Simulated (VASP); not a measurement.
**C: geometry relaxation (part 2 of 3)**

The same run, continued: C (P6₃/mmc, 12 atoms in the cell); Kohn-Sham DFT of a periodic cell, BLYP with D3(BJ), VASP PAW PBE potentials, recommended, no spin polarisation (VASP 6.6.1); cutoff 600 eV, 12×12×3 k-mesh, fermi-dirac of 0.05 eV. The structure derives from an entry of the Crystallography Open Database.

Geometry of the input (Å; fractional positions):
```
2.5221  0.0000  0.0000
-1.2611  2.1842  0.0000
0.0000  0.0000  12.3557
C  0.6667  0.3333  0.3542
C  0.3333  0.6667  0.8542
C  0.6667  0.3333  0.1458
C  0.3333  0.6667  0.6458
C  0.6667  0.3333  0.4792
C  0.3333  0.6667  0.9792
C  0.6667  0.3333  0.0208
C  0.3333  0.6667  0.5208
C  0.0000  0.0000  0.8125
C  0.0000  0.0000  0.3125
C  0.0000  0.0000  0.6875
C  0.0000  0.0000  0.1875
```

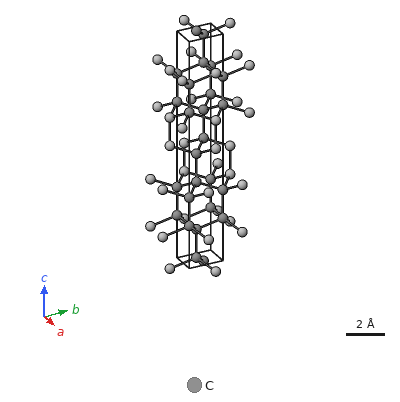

*The structure as given in the input (ball-and-stick view of the cell of the calculation, seen slightly off an axis; neighbours outside the cell are drawn fainter).*

Parts of OUTCAR, continued:
```
   k-points           NKPTS =     38   k-points in BZ     NKDIM =     38   number of bands    NBANDS=     31
   number of dos      NEDOS =    301   number of ions     NIONS =     12
   total plane-waves  NPLWV =  40000
   dimension x,y,z NGX =    20 NGY =   20 NGZ =  100
   dimension x,y,z NGXF=    40 NGYF=   40 NGZF=  200
   ions per type =              12
   NGX,Y,Z   is equivalent  to a cutoff of  13.18, 13.18, 13.45 a.u.
   NGXF,Y,Z  is equivalent  to a cutoff of  26.37, 26.37, 26.91 a.u.
 SYSTEM =  unknown system
   PREC   = accura    normal or accurate (medium, high low for compatibility)
   ISTART =      0    job   : 0-new  1-cont  2-samecut
   ICHARG =      2    charge: 1-file 2-atom 10-const
   ISPIN  =      1    spin polarized calculation?
   LNONCOLLINEAR =      F non collinear calculations
   LSORBIT =      F    spin-orbit coupling
   LASPH  =      T    aspherical Exc in radial PAW
   ENCUT  =  600.0 eV  44.10 Ry    6.64 a.u.   5.04  5.04 24.68*2*pi/ulx,y,z
   NELM   =     60;   NELMIN=  2; NELMDL= -5     # of ELM steps
   EDIFF  = 0.1E-05   stopping-criterion for ELM
   LREAL  =      F    real-space projection
   EDIFFG = -.1E-01   stopping-criterion for IOM
   NSW    =     40    number of steps for IOM
   IBRION =      2    ionic relax: 0-MD 1-quasi-New 2-CG
   NFREE  =      1    steps in history (QN), initial steepest desc. (CG)
   ISIF   =      3    stress and relaxation
   ISYM   =      2    0-nonsym 1-usesym 2-fastsym
   POTIM  = 0.5000    time-step for ionic-motion
   TEBEG  =    0.0;   TEEND  =   0.0 temperature during run
   PSTRESS=    0.0 pullay stress
   NELECT =      48.0000    total number of electrons
   NUPDOWN=      -1.0000    fix difference up-down
   EMIN   =  10.00;   EMAX   =-10.00  energy-range for DOS
   EFERMI =   0.00;   METHOD = LEGACY
   ISMEAR =    -1;   SIGMA  =   0.05  broadening in eV -4-tet -1-fermi 0-gaus
   EFERMI_NEDOS =   21; number of points for ismear=-14 and -15
   IALGO  =     38    algorithm
   IMIX   =      4    mixing-type and parameters
     AMIX     =   0.40;   BMIX     =  1.00
     AMIX_MAG =   1.60;   BMIX_MAG =  1.00
  volume/ion in A,a.u.               =       5.67        38.28
  Fermi-wavevector in a.u.,A,eV,Ry     =   1.457184  2.753678 28.890408  2.123385
  Thomas-Fermi vector in A             =   2.574015
   LORBIT       =      0    0 simple, 1 ext, 2 COOP (PROOUT), +10 PAW based schemes
   GGA     = B5    functional components
   LHFCALC =     F    Hartree Fock is set to
   AEXX    =    0.0000 exact exchange contribution
   IVDW    =    12    specifies the selected vdW correction
   LEPSILON=     F    determine dielectric tensor
   LRPA    =     F    only Hartree local field effects (RPA)
 conjugate gradient relaxation of ions
 non-spin polarized calculation
  energy-cutoff  :      600.00
  volume of cell :       68.06
 maximum number of plane-waves:      2301
   NGX = 11   NGY = 11   NGZ = 49

--------------------------------------- Ionic step        1  -------------------------------------------

 number of electron      48.0000000 magnetization

 Free energy of the ion-electron system (eV)
  ---------------------------------------------------
  ext. energy  EPLUGINS =         0.00000000
  ---------------------------------------------------
  free energy    TOTEN  =      -100.22244625 eV

  energy without entropy =     -100.22244625  energy(sigma->0) =     -100.22244625

------------------------ aborting loop because EDIFF is reached ----------------------------------------

 Edisp (eV)   -4.42691

 E8    (eV) :    -2.6389

  FORCE on cell =-STRESS in cart. coord.  units (eV):
  Direction    XX          YY          ZZ          XY          YZ          ZX
  --------------------------------------------------------------------------------------
  -------------------------------------------------------------------------------------
  Total      -0.68234    -0.68234     2.80932    -0.00000     0.00000    -0.00000
  in kB     -16.06162   -16.06162    66.12864    -0.00000     0.00000    -0.00000
  external pressure =       11.34 kB  Pullay stress =        0.00 kB

 VOLUME and BASIS-vectors are now :
 -----------------------------------------------------------------------------
  energy-cutoff  :      600.00
  volume of cell :       68.06
      direct lattice vectors                 reciprocal lattice vectors
     2.522100000  0.000000000  0.000000000     0.396494984  0.228916486  0.000000000
    -1.261050000  2.184202671  0.000000000     0.000000000  0.457832972  0.000000000
     0.000000000  0.000000000 12.355700000     0.000000000  0.000000000  0.080934306

 POSITION                                       TOTAL-FORCE (eV/Angst)
 -----------------------------------------------------------------------------------
      1.26105      0.72807      4.37602         0.000000      0.000000      0.317772
     -0.00000      1.45614     10.55387        -0.000000     -0.000000      0.317772
      1.26105      0.72807      1.80183        -0.000000      0.000000     -0.317772
     -0.00000      1.45614      7.97968         0.000000     -0.000000     -0.317772
      1.26105      0.72807      5.92048        -0.000000     -0.000000     -0.026239
     -0.00000      1.45614     12.09833        -0.000000      0.000000     -0.026239
      1.26105      0.72807      0.25737         0.000000     -0.000000      0.026239
     -0.00000      1.45614      6.43522        -0.000000      0.000000      0.026239
      0.00000      0.00000     10.03901         0.000000      0.000000      0.322441
      0.00000      0.00000      3.86116         0.000000     -0.000000      0.322441
      0.00000      0.00000      8.49454         0.000000      0.000000     -0.322441
      0.00000      0.00000      2.31669         0.000000     -0.000000     -0.322441
 -----------------------------------------------------------------------------------
    total drift:                               -0.000000      0.000000      0.000000

  FREE ENERGIE OF THE ION-ELECTRON SYSTEM (eV)
  ---------------------------------------------------
  free  energy   TOTEN  =      -104.6493569210 eV

  energy  without entropy=     -104.6493569210  energy(sigma->0) =     -104.64935692

--------------------------------------- Ionic step        2  -------------------------------------------

 number of electron      48.0000002 magnetization

------------------------ aborting loop because EDIFF is reached ----------------------------------------

 Edisp (eV)   -4.40175

 E8    (eV) :    -2.6240

  FORCE on cell =-STRESS in cart. coord.  units (eV):
  Direction    XX          YY          ZZ          XY          YZ          ZX
  --------------------------------------------------------------------------------------
  -------------------------------------------------------------------------------------
  Total       0.68334     0.68334    -2.94654     0.00000     0.00000     0.00000
  in kB      15.99314    15.99314   -68.96192     0.00000     0.00000     0.00000
  external pressure =      -12.33 kB  Pullay stress =        0.00 kB

 VOLUME and BASIS-vectors are now :
 -----------------------------------------------------------------------------
  energy-cutoff  :      600.00
  volume of cell :       68.46
      direct lattice vectors                 reciprocal lattice vectors
     2.515181474  0.000000000 -0.000000000     0.397585626  0.229546168  0.000000000
    -1.257590737  2.178211052 -0.000000000    -0.000000000  0.459092336  0.000000000
     0.000000000  0.000000000 12.495246494     0.000000000  0.000000000  0.080030434

 POSITION                                       TOTAL-FORCE (eV/Angst)
 -----------------------------------------------------------------------------------
      1.25759      0.72607      4.44094         0.000000     -0.000000     -0.190829
     -0.00000      1.45214     10.68857        -0.000000      0.000000     -0.190829
      1.25759      0.72607      1.80668         0.000000     -0.000000      0.190829
     -0.00000      1.45214      8.05430        -0.000000      0.000000      0.190829
      1.25759      0.72607      5.98607         0.000000     -0.000000      0.221488
     -0.00000      1.45214     12.23369         0.000000      0.000000      0.221488
      1.25759      0.72607      0.26156        -0.000000     -0.000000     -0.221488
     -0.00000      1.45214      6.50918         0.000000      0.000000     -0.221488
      0.00000      0.00000     10.16812        -0.000000      0.000000     -0.302349
     -1.25759      2.17821      3.92050         0.000000     -0.000000     -0.302349
      0.00000      0.00000      8.57475        -0.000000      0.000000      0.302349
     -1.25759      2.17821      2.32713         0.000000      0.000000      0.302349
 -----------------------------------------------------------------------------------
    total drift:                                0.000000     -0.000000      0.000000

  FREE ENERGIE OF THE ION-ELECTRON SYSTEM (eV)
  ---------------------------------------------------
  free  energy   TOTEN  =      -104.6502830283 eV

  energy  without entropy=     -104.6502830283  energy(sigma->0) =     -104.65028303

--------------------------------------- Ionic step        3  -------------------------------------------

 number of electron      48.0000001 magnetization

------------------------ aborting loop because EDIFF is reached ----------------------------------------

 Edisp (eV)   -4.41426

 E8    (eV) :    -2.6314

  FORCE on cell =-STRESS in cart. coord.  units (eV):
  Direction    XX          YY          ZZ          XY          YZ          ZX
  --------------------------------------------------------------------------------------
  -------------------------------------------------------------------------------------
  Total      -0.00375    -0.00375    -0.16437     0.00000     0.00000     0.00000
  in kB      -0.08800    -0.08800    -3.85808     0.00000     0.00000     0.00000
  external pressure =       -1.34 kB  Pullay stress =        0.00 kB

 VOLUME and BASIS-vectors are now :
 -----------------------------------------------------------------------------
  energy-cutoff  :      600.00
  volume of cell :       68.26
      direct lattice vectors                 reciprocal lattice vectors
     2.518651967  0.000000000 -0.000000000     0.397037786  0.229229872  0.000000000
    -1.259325984  2.181216587 -0.000000000    -0.000000000  0.458459745  0.000000000
     0.000000000  0.000000000 12.425246734     0.000000000  0.000000000  0.080481299

 POSITION                                       TOTAL-FORCE (eV/Angst)
 -----------------------------------------------------------------------------------
      1.25933      0.72707      4.40842        -0.000000     -0.000000      0.056657
     -0.00000      1.45414     10.62104        -0.000000      0.000000      0.056657
      1.25933      0.72707      1.80420        -0.000000     -0.000000     -0.056657
     -0.00000      1.45414      8.01683        -0.000000      0.000000     -0.056657
      1.25933      0.72707      5.95316        -0.000000     -0.000000      0.097436
     -0.00000      1.45414     12.16579         0.000000     -0.000000      0.097436
      1.25933      0.72707      0.25946         0.000000     -0.000000     -0.097436
     -0.00000      1.45414      6.47208         0.000000      0.000000     -0.097436
      0.00000      0.00000     10.10340         0.000000     -0.000000     -0.023952
      0.00000      0.00000      3.89077        -0.000000      0.000000     -0.023952
      0.00000      0.00000      8.53447         0.000000     -0.000000      0.023952
      0.00000      0.00000      2.32185        -0.000000     -0.000000      0.023952
 -----------------------------------------------------------------------------------
    total drift:                                0.000000     -0.000000      0.000000

  FREE ENERGIE OF THE ION-ELECTRON SYSTEM (eV)
  ---------------------------------------------------
  free  energy   TOTEN  =      -104.6677866319 eV

  energy  without entropy=     -104.6677866319  energy(sigma->0) =     -104.66778663

--------------------------------------- Ionic step        4  -------------------------------------------

 number of electron      48.0000002 magnetization

------------------------ aborting loop because EDIFF is reached ----------------------------------------

 Edisp (eV)   -4.41603

 E8    (eV) :    -2.6324

  FORCE on cell =-STRESS in cart. coord.  units (eV):
  Direction    XX          YY          ZZ          XY          YZ          ZX
  --------------------------------------------------------------------------------------
  -------------------------------------------------------------------------------------
  Total       0.07467     0.07467    -0.10165     0.00000    -0.00000     0.00000
  in kB       1.75331     1.75331    -2.38681     0.00000    -0.00000     0.00000
  external pressure =        0.37 kB  Pullay stress =        0.00 kB

 VOLUME and BASIS-vectors are now :
 -----------------------------------------------------------------------------
  energy-cutoff  :      600.00
  volume of cell :       68.23
      direct lattice vectors                 reciprocal lattice vectors
     2.518368345  0.000000000 -0.000000000     0.397082501  0.229255689 -0.000000000
    -1.259184173  2.180970963 -0.000000000    -0.000000000  0.458511377  0.000000000
     0.000000000  0.000000000 12.422926644     0.000000000  0.000000000  0.080496330

 POSITION                                       TOTAL-FORCE (eV/Angst)
 -----------------------------------------------------------------------------------
      1.25918      0.72699      4.41061        -0.000000     -0.000000     -0.076719
     -0.00000      1.45398     10.62207        -0.000000      0.000000     -0.076719
      1.25918      0.72699      1.80086         0.000000     -0.000000      0.076719
     -0.00000      1.45398      8.01232         0.000000      0.000000      0.076719
      1.25918      0.72699      5.95623        -0.000000     -0.000000     -0.190798
     -0.00000      1.45398     12.16770        -0.000000     -0.000000     -0.190798
      1.25918      0.72699      0.25523         0.000000      0.000000      0.190798
     -0.00000      1.45398      6.46669         0.000000      0.000000      0.190798
      0.00000      0.00000     10.10103         0.000000      0.000000      0.078280
      2.51837      0.00000      3.88957         0.000000     -0.000000      0.078280
      0.00000      0.00000      8.53336        -0.000000      0.000000     -0.078280
      1.25918      2.18097      2.32189        -0.000000     -0.000000     -0.078280
 -----------------------------------------------------------------------------------
    total drift:                                0.000000      0.000000      0.000000

  FREE ENERGIE OF THE ION-ELECTRON SYSTEM (eV)
  ---------------------------------------------------
  free  energy   TOTEN  =      -104.6668545717 eV

  energy  without entropy=     -104.6668545717  energy(sigma->0) =     -104.66685457

--------------------------------------- Ionic step        5  -------------------------------------------

 number of electron      48.0000001 magnetization

------------------------ aborting loop because EDIFF is reached ----------------------------------------

 Edisp (eV)   -4.41489

 E8    (eV) :    -2.6317
```
